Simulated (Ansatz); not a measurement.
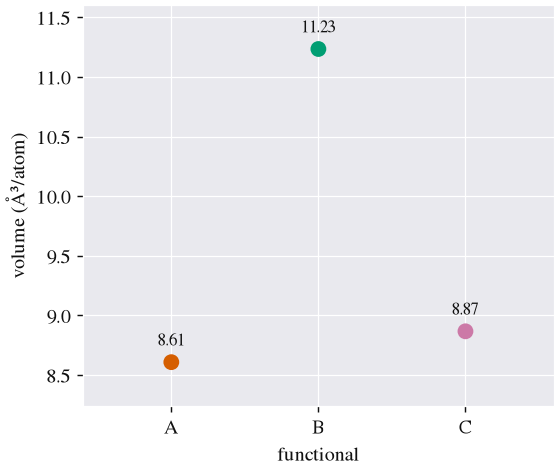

The plot gives the computed volume by functional for C, space group P6_3mc (No. 186). The labels are replaced by letters. In alphabetical order the cases are: LDA; PBE; PBE+D3(BJ).

Structure:
```xyz
4
Lattice="2.4700 0.0000 0.0000 -1.2350 2.1391 0.0000 0.0000 0.0000 6.7900" Properties=species:S:1:pos:R:3 pbc="T T T"
C     0.0000    0.0000    0.0000
C     0.0000    0.0000    3.3950
C     0.0000    1.4261    0.0340
C     1.2350    0.7130    3.4289
```

Method: volume and cell lengths of one structure relaxed by several density functionals; plane waves with PAW datasets, Γ-centred k mesh (Ansatz 0.2.0). All runs: no spin polarisation.

- occupations: Gaussian
- smearing width: 0.1 eV

The space group named is that of the starting cell.

Question: Which letter stands for which functional?

Answer: A: LDA (8.6 Å³/atom); B: PBE (11.2 Å³/atom); C: PBE+D3(BJ) (8.9 Å³/atom).

Caveats: bands touch, and spin-orbit coupling could open a gap; weakly bound, no dispersion correction.
